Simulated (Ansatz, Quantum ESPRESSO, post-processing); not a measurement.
# Ballistic transmission: 2 layers of Fe in W(110), on the host's sites, part 2 of 5

Wanted: the transmission near the Fermi level and the conductance of this junction: 2 layers of Fe in W(110), on the host's sites.

Quantum ESPRESSO 7.5; plane-wave DFT, PBE, JTH PAW pseudopotentials; cross-check by Ansatz 0.2.0 with PAW datasets.

So far. Step 2 (SCF with pw.x): The run needed 21 iterations to bring the estimated error under 1e-07 Ry; the largest force on any atom, held or free, is 0.95 eV/Å. The cell keeps a moment of 4.1 μB.

## 3. The open system, spin up

Level of this step: transmission by pwcond, lead and junction from one cell; plane-wave DFT, PBE, JTH PAW pseudopotentials (Quantum ESPRESSO).

prefixt takes both regions from one run: the lead from 0 to bdl, the scattering region from bdl to bds (units of alat). ikind = 1 puts the same lead on both sides. The program's T_tot counts both spins in a run without spin; the tables below give T per spin.

The input, cond_up.in:

```
&inputcond
  outdir = './out'
  prefixt = 'scf'
  tran_file = 'cond_up.dat'
  bdl = 1.4142135629
  bds = 12.3104738774
  ikind = 1
  ewind = 4.0
  epsproj = 1e-05
  nz1 = 7
  iofspin = 1
  energy0 = 0.4
  denergy = -0.4
/
31
  0.00000000 0.00000000 0.01000000
  0.00000000 0.10000000 0.02000000
  0.00000000 0.20000000 0.02000000
  0.00000000 0.30000000 0.02000000
  0.00000000 0.40000000 0.02000000
  0.00000000 0.50000000 0.01000000
  0.10000000 0.00000000 0.04000000
  0.10000000 0.20000000 0.04000000
  0.10000000 0.30000000 0.04000000
  0.10000000 0.40000000 0.04000000
  0.10000000 0.50000000 0.04000000
  0.20000000 0.00000000 0.04000000
  0.20000000 0.10000000 0.02000000
  0.20000000 0.30000000 0.04000000
  0.20000000 0.40000000 0.04000000
  0.20000000 0.50000000 0.04000000
  0.20000000 0.60000000 0.02000000
  0.30000000 0.00000000 0.04000000
  0.30000000 0.10000000 0.04000000
  0.30000000 0.40000000 0.04000000
  0.30000000 0.50000000 0.04000000
  0.30000000 0.60000000 0.04000000
  0.40000000 0.00000000 0.04000000
  0.40000000 0.10000000 0.04000000
  0.40000000 0.20000000 0.02000000
  0.40000000 0.50000000 0.04000000
  0.40000000 0.60000000 0.04000000
  0.40000000 0.70000000 0.02000000
  0.50000000 0.00000000 0.02000000
  0.50000000 0.10000000 0.04000000
  0.50000000 0.20000000 0.04000000
3
```

Run with:

```bash
OMP_NUM_THREADS=1 mpirun -n 4 pwcond.x -in cond_up.in > cond_up.out
```

The log of the run:

```text
[banner, memory and clock lines left out]
Program PWCOND v.7.5 starts

          URL

     ./out/scf.save/
     file W.GGA_PBE-JTH.UPF: wavefunction(s)  5S 6S 5P 6P 5D 0D renormalized
     file Fe.GGA_PBE-JTH.UPF: wavefunction(s)  3S 4S 3P 0P 0D renormalized

     IMPORTANT: XC functional enforced from input :
     Exchange-correlation= PBE
                           (   1   4   3   4   0   0   0)
     Any further DFT definition will be discarded
     Please, verify this is what you really want

     Reading collected, re-writing distributed wavefunctions

===== INPUT FILE containing all the regions =====

     GEOMETRY:

     lattice parameter (alat)  =       6.0093  a.u.
     the volume                =    1889.0251 (a.u.)^3
     the cross section         =      25.5351 (a.u.)^2
     l of the unit cell        =      12.3105 (alat)
     number of atoms/cell      =           18
     number of atomic types    =            2

     crystal axes: (cart. coord. in units of alat)
               a(1) = (  1.0000  0.0000  0.0000 )
               a(2) = (  0.5000  0.7071  0.0000 )
               a(3) = (  0.0000  0.0000 12.3105 )

   Cartesian axes

     site n.     atom                  positions (alat units)
          1        W      tau(  1)=(  0.0000  0.0000 12.3105  )
          2        W      tau(  2)=(  0.5000  0.0000  0.7071  )
          3        W      tau(  3)=(  0.0000  0.0000  1.4142  )
          4        W      tau(  4)=(  0.5000  0.0000  2.1213  )
          5        W      tau(  5)=(  0.0000  0.0000  2.8284  )
          6        W      tau(  6)=(  0.5000  0.0000  3.5355  )
          7        W      tau(  7)=(  0.0000  0.0000  4.2426  )
          8        W      tau(  8)=(  0.5000  0.0000  4.9497  )
          9        Fe     tau(  9)=(  0.0000  0.0000  5.5525  )
         10        Fe     tau( 10)=(  0.5000  0.0000  6.0509  )
         11        W      tau( 11)=(  0.0000  0.0000  6.6536  )
         12        W      tau( 12)=(  0.5000  0.0000  7.3607  )
         13        W      tau( 13)=(  0.0000  0.0000  8.0678  )
         14        W      tau( 14)=(  0.5000  0.0000  8.7749  )
         15        W      tau( 15)=(  0.0000  0.0000  9.4820  )
         16        W      tau( 16)=(  0.5000  0.0000 10.1892  )
         17        W      tau( 17)=(  0.0000  0.0000 10.8963  )
         18        W      tau( 18)=(  0.5000  0.0000 11.6034  )

     nr1s                      =           25
     nr2s                      =           24
     nr3s                      =          320
     nr1sx                     =           25
     nr2sx                     =           24
     nr3sx                     =          320
     nr1                       =           40
     nr2                       =           32
     nr3                       =          450
     nr1x                      =           40
     nr2x                      =           32
     nr3x                      =          450

 _______________________________
  Radii of nonlocal spheres:

     type       ibeta     ang. mom.          radius (alat units)
       W          1         0                    0.4026
       W          2         0                    0.4026
       W          3         1                    0.4026
       W          4         1                    0.4026
       W          5         2                    0.4026
       W          6         2                    0.4026
       Fe         1         0                    0.3324
       Fe         2         0                    0.3324
       Fe         3         1                    0.3324
       Fe         4         1                    0.3324
       Fe         5         2                    0.3324
       Fe         6         2                    0.3324
----- General information -----

--- T calc. with identical leads (ikind=1) ---

         LSDA calculations, spin index =     1

     nrx                       =           25
     nry                       =           24
     nz1                       =            7

     energy0               =         4.0E-01
     denergy               =        -4.0E-01
     nenergy               =          3
     ecut2d                =         4.5E+01
     ewind                 =         4.0E+00
     epsproj               =         1.0E-05

     number of k_|| points=   31
                       cryst. coord.
        k(    1) = (   0.0000000   0.0000000), wk =   0.0100000
        k(    2) = (   0.0000000   0.1000000), wk =   0.0200000
        k(    3) = (   0.0000000   0.2000000), wk =   0.0200000
        k(    4) = (   0.0000000   0.3000000), wk =   0.0200000
        k(    5) = (   0.0000000   0.4000000), wk =   0.0200000
        k(    6) = (   0.0000000   0.5000000), wk =   0.0100000
        k(    7) = (   0.1000000   0.0000000), wk =   0.0400000
        k(    8) = (   0.1000000   0.2000000), wk =   0.0400000
        k(    9) = (   0.1000000   0.3000000), wk =   0.0400000
        k(   10) = (   0.1000000   0.4000000), wk =   0.0400000
        k(   11) = (   0.1000000   0.5000000), wk =   0.0400000
        k(   12) = (   0.2000000   0.0000000), wk =   0.0400000
        k(   13) = (   0.2000000   0.1000000), wk =   0.0200000
        k(   14) = (   0.2000000   0.3000000), wk =   0.0400000
        k(   15) = (   0.2000000   0.4000000), wk =   0.0400000
        k(   16) = (   0.2000000   0.5000000), wk =   0.0400000
        k(   17) = (   0.2000000   0.6000000), wk =   0.0200000
        k(   18) = (   0.3000000   0.0000000), wk =   0.0400000
        k(   19) = (   0.3000000   0.1000000), wk =   0.0400000
        k(   20) = (   0.3000000   0.4000000), wk =   0.0400000
        k(   21) = (   0.3000000   0.5000000), wk =   0.0400000
        k(   22) = (   0.3000000   0.6000000), wk =   0.0400000
        k(   23) = (   0.4000000   0.0000000), wk =   0.0400000
        k(   24) = (   0.4000000   0.1000000), wk =   0.0400000
        k(   25) = (   0.4000000   0.2000000), wk =   0.0200000
        k(   26) = (   0.4000000   0.5000000), wk =   0.0400000
        k(   27) = (   0.4000000   0.6000000), wk =   0.0400000
        k(   28) = (   0.4000000   0.7000000), wk =   0.0200000
        k(   29) = (   0.5000000   0.0000000), wk =   0.0200000
        k(   30) = (   0.5000000   0.1000000), wk =   0.0400000
        k(   31) = (   0.5000000   0.2000000), wk =   0.0400000
----- Information about left/right lead -----

     nocros                   =           18
     noins                    =           18
     norb                     =           54
     norbf                    =          306
     nrz                      =           37

      iorb      type   ibeta   ang. mom.   m       position (alat)
        1        1       1        0        1   taunew(   1)=(  0.0000  0.0000  0.0000)
[...]
267        1       6        2        2   taunew( 267)=(  0.0000  0.0000  9.4820)
      268        1       6        2        3   taunew( 268)=(  0.0000  0.0000  9.4820)
      269        1       6        2        4   taunew( 269)=(  0.0000  0.0000  9.4820)
      270        1       6        2        5   taunew( 270)=(  0.0000  0.0000  9.4820)
      271        1       1        0        1   taunew( 271)=(  0.5000  0.0000 10.1892)
      272        1       2        0        1   taunew( 272)=(  0.5000  0.0000 10.1892)
      273        1       3        1        1   taunew( 273)=(  0.5000  0.0000 10.1892)
      274        1       3        1        2   taunew( 274)=(  0.5000  0.0000 10.1892)
      275        1       3        1        3   taunew( 275)=(  0.5000  0.0000 10.1892)
      276        1       4        1        1   taunew( 276)=(  0.5000  0.0000 10.1892)
      277        1       4        1        2   taunew( 277)=(  0.5000  0.0000 10.1892)
      278        1       4        1        3   taunew( 278)=(  0.5000  0.0000 10.1892)
      279        1       5        2        1   taunew( 279)=(  0.5000  0.0000 10.1892)
      280        1       5        2        2   taunew( 280)=(  0.5000  0.0000 10.1892)
      281        1       5        2        3   taunew( 281)=(  0.5000  0.0000 10.1892)
      282        1       5        2        4   taunew( 282)=(  0.5000  0.0000 10.1892)
      283        1       5        2        5   taunew( 283)=(  0.5000  0.0000 10.1892)
      284        1       6        2        1   taunew( 284)=(  0.5000  0.0000 10.1892)
      285        1       6        2        2   taunew( 285)=(  0.5000  0.0000 10.1892)
      286        1       6        2        3   taunew( 286)=(  0.5000  0.0000 10.1892)
      287        1       6        2        4   taunew( 287)=(  0.5000  0.0000 10.1892)
      288        1       6        2        5   taunew( 288)=(  0.5000  0.0000 10.1892)
      289        1       1        0        1   taunew( 289)=(  0.0000  0.0000 10.8963)
      290        1       2        0        1   taunew( 290)=(  0.0000  0.0000 10.8963)
      291        1       3        1        1   taunew( 291)=(  0.0000  0.0000 10.8963)
      292        1       3        1        2   taunew( 292)=(  0.0000  0.0000 10.8963)
      293        1       3        1        3   taunew( 293)=(  0.0000  0.0000 10.8963)
      294        1       4        1        1   taunew( 294)=(  0.0000  0.0000 10.8963)
      295        1       4        1        2   taunew( 295)=(  0.0000  0.0000 10.8963)
      296        1       4        1        3   taunew( 296)=(  0.0000  0.0000 10.8963)
      297        1       5        2        1   taunew( 297)=(  0.0000  0.0000 10.8963)
      298        1       5        2        2   taunew( 298)=(  0.0000  0.0000 10.8963)
      299        1       5        2        3   taunew( 299)=(  0.0000  0.0000 10.8963)
      300        1       5        2        4   taunew( 300)=(  0.0000  0.0000 10.8963)
      301        1       5        2        5   taunew( 301)=(  0.0000  0.0000 10.8963)
      302        1       6        2        1   taunew( 302)=(  0.0000  0.0000 10.8963)
      303        1       6        2        2   taunew( 303)=(  0.0000  0.0000 10.8963)
      304        1       6        2        3   taunew( 304)=(  0.0000  0.0000 10.8963)
      305        1       6        2        4   taunew( 305)=(  0.0000  0.0000 10.8963)
      306        1       6        2        5   taunew( 306)=(  0.0000  0.0000 10.8963)
 ngper, shell number =           91          23
 ngper, n2d =           91          64
---  E-Ef =    0.4000000  k =    0.0000000   0.0000000
---  ie =          1  ik =          1
 Nchannels of the left tip =            2
 Right moving states:
   k1(2pi/a)   k2(2pi/a)   E-Ef (eV)
  -0.0647671  -0.0000011   0.4000000
   0.3864518  -0.0000087   0.4000000
 Left moving states:
   k1(2pi/a)   k2(2pi/a)   E-Ef (eV)
   0.0647671  -0.0000011   0.4000000
  -0.3864518  -0.0000087   0.4000000

 to transmit
 Band j to band i transmissions and reflections:
    j         i     |T_ij|^2    |R_ij|^2

    1 -->     1     0.18458     0.81542
    1 -->     2     0.00000     0.00000
   Total T_j, R_j =    0.18458  0.81542

    2 -->     1     0.00000     0.00000
    2 -->     2     0.23928     0.76072
   Total T_j, R_j =    0.23928  0.76072

          E-Ef(ev), T =    0.4000000   0.4238629
---  E-Ef =    0.0000000  k =    0.0000000   0.0000000
---  ie =          2  ik =          1
 Nchannels of the left tip =            2
 Right moving states:
   k1(2pi/a)   k2(2pi/a)   E-Ef (eV)
  -0.1277713  -0.0000016   0.0000000
   0.3353989  -0.0000086   0.0000000
 Left moving states:
   k1(2pi/a)   k2(2pi/a)   E-Ef (eV)
   0.1277713  -0.0000016   0.0000000
  -0.3353989  -0.0000086   0.0000000

 to transmit
 Band j to band i transmissions and reflections:
    j         i     |T_ij|^2    |R_ij|^2

    1 -->     1     0.45295     0.54705
    1 -->     2     0.00000     0.00000
   Total T_j, R_j =    0.45295  0.54705

    2 -->     1     0.00000     0.00000
    2 -->     2     0.24675     0.75325
   Total T_j, R_j =    0.24675  0.75325

          E-Ef(ev), T =    0.0000000   0.6996959
---  E-Ef =   -0.4000000  k =    0.0000000   0.0000000
---  ie =          3  ik =          1
 Nchannels of the left tip =            2
 Right moving states:
   k1(2pi/a)   k2(2pi/a)   E-Ef (eV)
  -0.1782758  -0.0000022  -0.4000000
   0.2762232  -0.0000085  -0.4000000
 Left moving states:
   k1(2pi/a)   k2(2pi/a)   E-Ef (eV)
   0.1782758  -0.0000022  -0.4000000
  -0.2762232  -0.0000085  -0.4000000

 to transmit
 Band j to band i transmissions and reflections:
    j         i     |T_ij|^2    |R_ij|^2

    1 -->     1     0.50608     0.49392
    1 -->     2     0.00000     0.00000
   Total T_j, R_j =    0.50608  0.49392

    2 -->     1     0.00000     0.00000
    2 -->     2     0.24206     0.75794
   Total T_j, R_j =    0.24206  0.75794

          E-Ef(ev), T =   -0.4000000   0.7481359
 ngper, shell number =           93          49
 ngper, n2d =           93          60
[... further energies and points left out ...]
---  E-Ef =    0.4000000  k =    0.5000000   0.2000000
---  ie =          1  ik =         31
 Nchannels of the left tip =            1
 Right moving states:
   k1(2pi/a)   k2(2pi/a)   E-Ef (eV)
   0.2466837   0.0000032   0.4000000
 Left moving states:
   k1(2pi/a)   k2(2pi/a)   E-Ef (eV)
  -0.2466837   0.0000032   0.4000000

 to transmit
 Band j to band i transmissions and reflections:
    j         i     |T_ij|^2    |R_ij|^2

    1 -->     1     0.54934     0.45065
   Total T_j, R_j =    0.54934  0.45065

          E-Ef(ev), T =    0.4000000   0.5493438
---  E-Ef =    0.0000000  k =    0.5000000   0.2000000
---  ie =          2  ik =         31
 Nchannels of the left tip =            1
 Right moving states:
   k1(2pi/a)   k2(2pi/a)   E-Ef (eV)
   0.1557589  -0.0000008   0.0000000
 Left moving states:
   k1(2pi/a)   k2(2pi/a)   E-Ef (eV)
  -0.1557589  -0.0000008   0.0000000

 to transmit
 Band j to band i transmissions and reflections:
    j         i     |T_ij|^2    |R_ij|^2

    1 -->     1     0.04805     0.95195
   Total T_j, R_j =    0.04805  0.95195

          E-Ef(ev), T =    0.0000000   0.0480510
---  E-Ef =   -0.4000000  k =    0.5000000   0.2000000
---  ie =          3  ik =         31
 Nchannels of the left tip =            1
 Right moving states:
   k1(2pi/a)   k2(2pi/a)   E-Ef (eV)
   0.0261406  -0.0000091  -0.4000000
 Left moving states:
   k1(2pi/a)   k2(2pi/a)   E-Ef (eV)
  -0.0261406  -0.0000091  -0.4000000

 to transmit
 Band j to band i transmissions and reflections:
    j         i     |T_ij|^2    |R_ij|^2

    1 -->     1     0.00170     0.99830
   Total T_j, R_j =    0.00170  0.99830

          E-Ef(ev), T =   -0.4000000   0.0016974
   T_tot     0.40000      0.49102E+00
   T_tot     0.00000      0.36244E+00
   T_tot    -0.40000      0.37291E+00

Note: The following floating-point exceptions are signalling: IEEE_UNDERFLOW_FLAG
Note: The following floating-point exceptions are signalling: IEEE_UNDERFLOW_FLAG
Note: The following floating-point exceptions are signalling: IEEE_UNDERFLOW_FLAG
Note: The following floating-point exceptions are signalling: IEEE_UNDERFLOW_FLAG
```

It took 2.6 min on 4 MPI ranks of Arm Neoverse V2, shared host; peak memory 0.35 GiB; 11 min of CPU time.

Numbers from this step:

- lead channels, spin up: 0.9000
- transmission at the Fermi level, spin up: 0.3624

Per spin; mean over the k mesh across the current. The open channels, zone mean, up by energy, zero at the Fermi level:

```csv
energy (eV),"open channels, zone mean, up"
-0.400,0.74
0.000,0.9
0.400,1.34
```

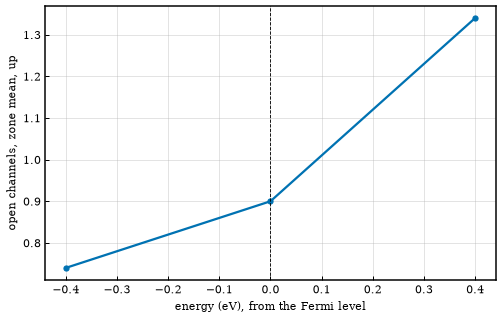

Open channels, zone mean, up against energy.

Per spin; mean over the k mesh across the current. The transmission, zone mean, up by energy, zero at the Fermi level:

```csv
energy (eV),"transmission, zone mean, up"
-0.400,0.373
0.000,0.362
0.400,0.491
```

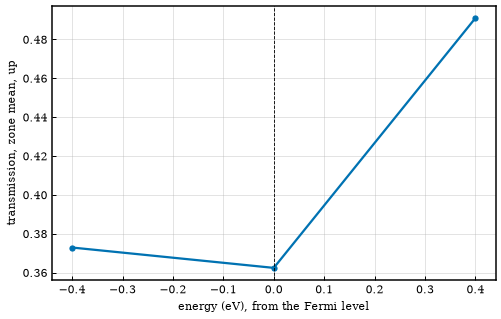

Transmission, zone mean, up against energy.

At 0.000 eV; k in fractions of b1, b2. Transmission by k point:

```csv
k1,k2,weight,t_up,channels
0,0,0.01,0.6997,2
0,0.1,0.02,0.2969,1
0,0.2,0.02,0.8782,3
0,0.3,0.02,1.405,3
0,0.4,0.02,0.6271,1
0,0.5,0.01,1.356,4
0.1,0,0.04,0.2019,1
0.1,0.2,0.04,0.8317,2
0.1,0.3,0.04,0.9681,2
0.1,0.4,0.04,0.6377,1
0.1,0.5,0.04,0.8096,1
0.2,0,0.04,0,0
0.2,0.1,0.02,0.4834,1
0.2,0.3,0.04,0,0
0.2,0.4,0.04,0,0
0.2,0.5,0.04,0.7629,1
0.2,0.6,0.02,0.9722,1
0.3,0,0.04,0,0
0.3,0.1,0.04,2.03e-4,1
0.3,0.4,0.04,0,0
0.3,0.5,0.04,0.04248,2
0.3,0.6,0.04,0.9901,1
0.4,0,0.04,0,0
0.4,0.1,0.04,5.95e-5,1
0.4,0.2,0.02,0.01419,1
0.4,0.5,0.04,0,0
0.4,0.6,0.04,0,0
0.4,0.7,0.02,0.3324,1
0.5,0,0.02,1.5,2
0.5,0.1,0.04,0,0
0.5,0.2,0.04,0.04805,1
```

At no point does T exceed the number of channels.

## 4. The open system, spin down

cond_dn.in, as its differences from the input of step 3:

```diff
@@ -3,3 +3,3 @@
   prefixt = 'scf'
-  tran_file = 'cond_up.dat'
+  tran_file = 'cond_dn.dat'
   bdl = 1.4142135629
@@ -10,3 +10,3 @@
   nz1 = 7
-  iofspin = 1
+  iofspin = 2
   energy0 = 0.4
```

Run with:

```bash
OMP_NUM_THREADS=1 mpirun -n 4 pwcond.x -in cond_dn.in > cond_dn.out
```

The log of the run:

```text
[banner, memory and clock lines left out]
Program PWCOND v.7.5 starts
[citation notice left out]

[...]
./out/scf.save/
     file W.GGA_PBE-JTH.UPF: wavefunction(s)  5S 6S 5P 6P 5D 0D renormalized
     file Fe.GGA_PBE-JTH.UPF: wavefunction(s)  3S 4S 3P 0P 0D renormalized

     IMPORTANT: XC functional enforced from input :
     Exchange-correlation= PBE
                           (   1   4   3   4   0   0   0)
     Any further DFT definition will be discarded
     Please, verify this is what you really want

[...]
---  E-Ef =   -0.4000000  k =    0.5000000   0.2000000
---  ie =          3  ik =         31
 Nchannels of the left tip =            1
 Right moving states:
   k1(2pi/a)   k2(2pi/a)   E-Ef (eV)
   0.0257275  -0.0000111  -0.4000000
 Left moving states:
   k1(2pi/a)   k2(2pi/a)   E-Ef (eV)
  -0.0257275  -0.0000111  -0.4000000

 to transmit
 Band j to band i transmissions and reflections:
    j         i     |T_ij|^2    |R_ij|^2

    1 -->     1     0.40437     0.59562
   Total T_j, R_j =    0.40437  0.59562

          E-Ef(ev), T =   -0.4000000   0.4043749
   T_tot     0.40000      0.74413E+00
   T_tot     0.00000      0.57039E+00
   T_tot    -0.40000      0.56324E+00

[...]
```

It took 2.6 min on 4 MPI ranks; peak memory 0.33 GiB; 11 min of CPU time.

Read from the output:

```
lead channels, spin down                   : 0.9000
transmission at the Fermi level, spin down : 0.5704
```

Per spin; mean over the k mesh across the current. Table of open channels, zone mean, down by energy, zero at the Fermi level:

```csv
energy (eV),"open channels, zone mean, down"
-0.400,0.74
0.000,0.9
0.400,1.34
```

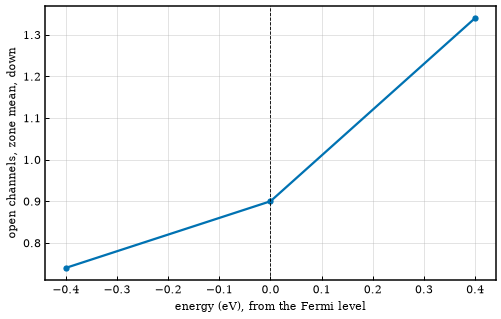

Open channels, zone mean, down, plotted against energy.

Per spin; mean over the k mesh across the current. Table of transmission, zone mean, down by energy, zero at the Fermi level:

```csv
energy (eV),"transmission, zone mean, down"
-0.400,0.563
0.000,0.570
0.400,0.744
```

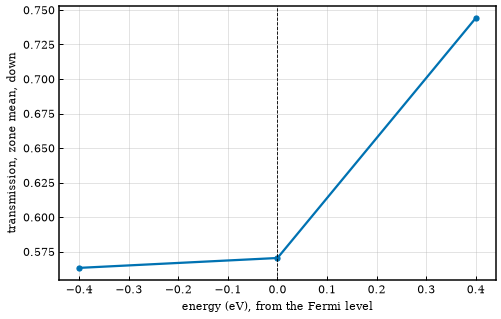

Transmission, zone mean, down, plotted against energy.

At 0.000 eV; k in fractions of b1, b2. Transmission by k point:

```csv
k1,k2,weight,t_dn,channels
0,0,0.01,1.706,2
0,0.1,0.02,0.8904,1
0,0.2,0.02,1.201,3
0,0.3,0.02,1.45,3
0,0.4,0.02,0.9876,1
0,0.5,0.01,1.366,4
0.1,0,0.04,0.6613,1
0.1,0.2,0.04,0.4125,2
0.1,0.3,0.04,0.9237,2
0.1,0.4,0.04,0.9916,1
0.1,0.5,0.04,0.9848,1
0.2,0,0.04,0,0
0.2,0.1,0.02,0.9991,1
0.2,0.3,0.04,0,0
0.2,0.4,0.04,0,0
0.2,0.5,0.04,0.9842,1
0.2,0.6,0.02,0.9815,1
0.3,0,0.04,0,0
0.3,0.1,0.04,0.7337,1
0.3,0.4,0.04,0,0
0.3,0.5,0.04,1.166,2
0.3,0.6,0.04,0.9851,1
0.4,0,0.04,0,0
0.4,0.1,0.04,0.06858,1
0.4,0.2,0.02,0.6749,1
0.4,0.5,0.04,0,0
0.4,0.6,0.04,0,0
0.4,0.7,0.02,0.9771,1
0.5,0,0.02,1.925,2
0.5,0.1,0.04,0,0
0.5,0.2,0.04,0.5375,1
```

## 5. Both spins together

Read from the output:

| Property | Result |
| --- | --- |
| conductance | 0.4664 G₀ |
| spin polarisation | -0.2229 |

Per spin; mean over the k mesh across the current. Transmission, zone mean against energy, zero at the Fermi level:

```csv
energy (eV),up,down
-0.400,0.373,0.563
0.000,0.362,0.570
0.400,0.491,0.744
```

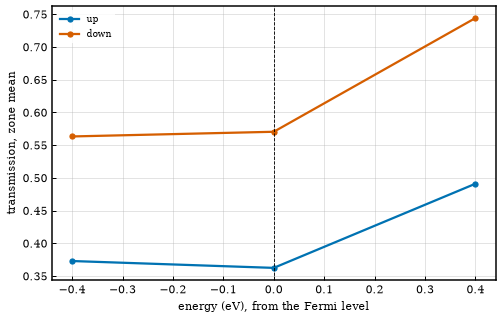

Transmission, zone mean, plotted against energy.

[end of part 2 of 5]

[Logs are printed without paths, hosts, clocks, repeated set-up lines and the standing remarks that a program may print on its own settings, such as how far it seeks lower states.]

[Hosts, paths, dates, database ids (printed as entryN), source tags and the programs' standing remarks are cut or masked in the printed files.]

[Maps of the electrostatic potential energy from Ansatz leave out the sawtooth potential of an applied field or a dipole correction, so their vacuum need not be flat; planar profiles and work functions include it.]
